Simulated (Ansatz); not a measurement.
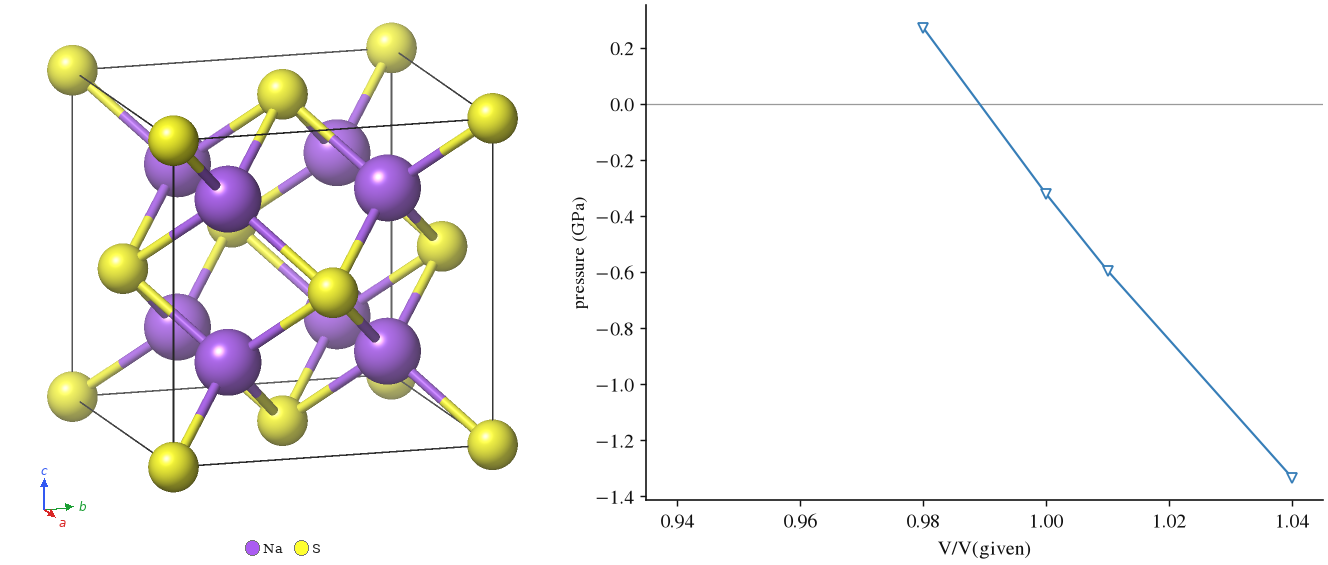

The plot gives the computed pressure against V/V(given) for Na₂S, space group Fm-3m (No. 225). The conventional cell is drawn beside the plot.

Cell as given: a = 4.615 Å, b = 4.615 Å, c = 4.615 Å, α = 60.00°, β = 60.00°, γ = 60.00°; 3 atoms.

Computed with Ansatz 0.2.0: periodic Kohn-Sham DFT of a crystal at fixed atoms, scaled to the stated factor times the given cell; pressure positive in compression. Level: PBEsol.

method frozen-core PAW; relativity scalar; k mesh 8×8×8; occupations Fermi–Dirac; smearing width 0.02 eV; wave cutoff 420 eV; PAW set soft_2.

V(given) is 23.16 Å³/atom.

The point at V/V(given) 0.94 is left out of the plot. What does the calculation give there?

```csv
V/V(given),pressure (GPa)
0.94,1.668
```

Note: PAW files made with PBE.
